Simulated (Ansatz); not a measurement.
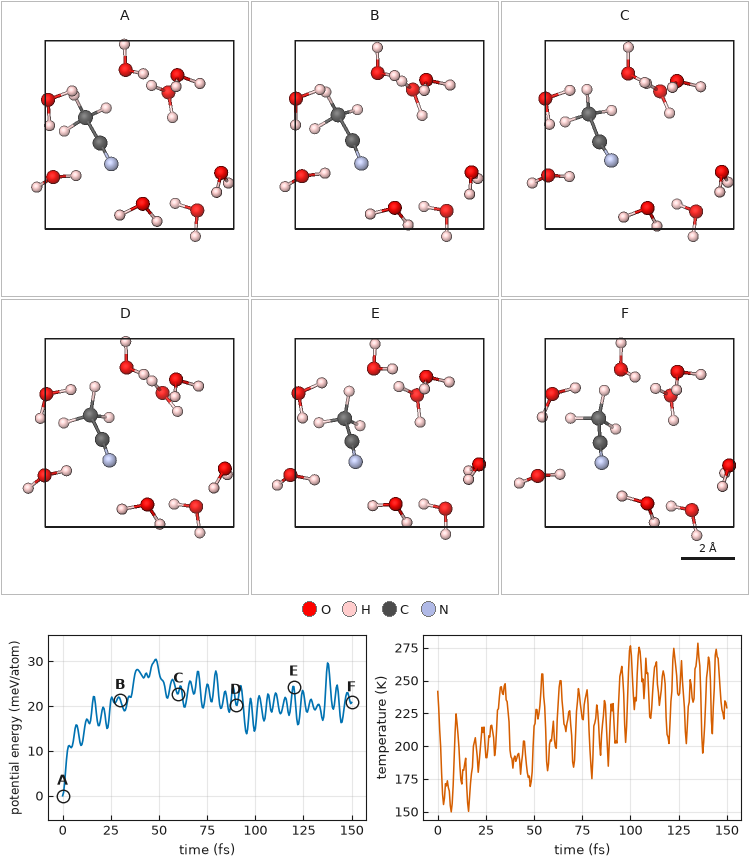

First-principles dynamics of a periodic cell with 8 H2O + 1 CH3CN at 0.855 g/cm³, 150 fs long. Frames (A at 0 fs, B at 30 fs, C at 60 fs, D at 90 fs, E at 120 fs, F at 150 fs) and the history of the run. Style: ball-and-stick. Shown: the simulation cell, along the b axis.

Method: DFT PBE-D3(BJ), scalar-relativistic, plane waves, PAW (Ansatz). Run with plane-wave cutoff 420 eV; k-point mesh 1 × 1 × 1; Fermi-Dirac smearing 0.02 eV; Langevin thermostat (NVT); set temperature 250 K; time step 0.5 fs; friction 0.02 per fs.

Question: What do the frames and curves show?

Answer: In the second half of the run the atoms are, in the root-mean-square, this far from where they began (common drift taken out): H 0.42 Å, N 0.33 Å, O 0.30 Å, C 0.27 Å. The heavy atoms stay within a fraction of a molecule's size of their starting places; so short a run doesn't tell a liquid from a solid. Over the second half the temperature averages 236 K (spread ±23 K). The potential energy in the second half lies on average 20.8 meV per atom above the first frame.

Limits of the set-up: the periodic images lie only 7.1 Å apart, so the values are limited by the cell's size.

The run took 9.7 min on 1 thread of Arm Neoverse V1, on a shared host, peak memory 0.4 GiB.
